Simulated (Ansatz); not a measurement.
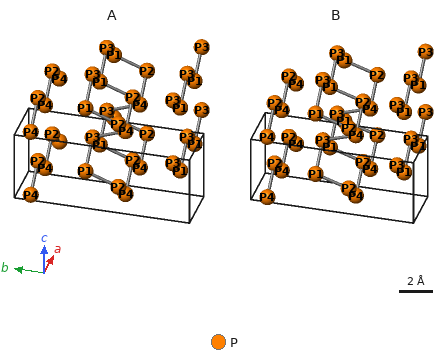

Two geometries of crystalline P (built on the black type), drawn at one scale. One is the start of a relaxation, the other its converged end. The picture is a ball-and-stick view of the conventional cell (2 times the calculation's cell), repeated 2 × 1 × 2 with one cell outlined, seen from a free direction. Lengths and directions refer to the drawn axes.

Theory: DFT PBE, scalar-relativistic, plane waves, PAW in Ansatz 0.2.0. Set-up: plane-wave cutoff 420 eV; k-point mesh 14 × 14 × 10; occupations gaussian; smearing width 0.05 eV; no spin polarisation; cell and atoms relaxed; force threshold 0.01 eV/Å; at most 60 steps.

Which of the two is the end point?

Answer. Structure A is the relaxed one. The largest moves relative to the cell, 0.091 Å, are those of P1, P2, P3 and P4. P2 goes along [0 1 −1]. Cell: a 3.314 → 3.309 Å (−0.1 %), b 10.478 → 11.289 Å (+7.7 %), c 4.376 → 4.564 Å (+4.3 %). Volume +12.2 %. Some distances before and after: P1–P2 2.244 → 2.265 Å, P1–P3 2.224 → 2.228 Å. The space group stays Cmce (No. 64). The energy falls by 42.8 meV per cell of the calculation in 7 accepted moves (10 points after the start). The largest force component goes from 0.11 to 0.0032 eV/Å. Pressure: 2.20 GPa at the start and 0.01 GPa at the end. The line search rejected the trial step at point 5 of the run. The SCF was repeated twice at an unchanged geometry on a basis and grid sized afresh for the cell, which shifted the energy by 3.3 meV per cell of the calculation at most. The run took roughly 7 core-minutes on a shared host.
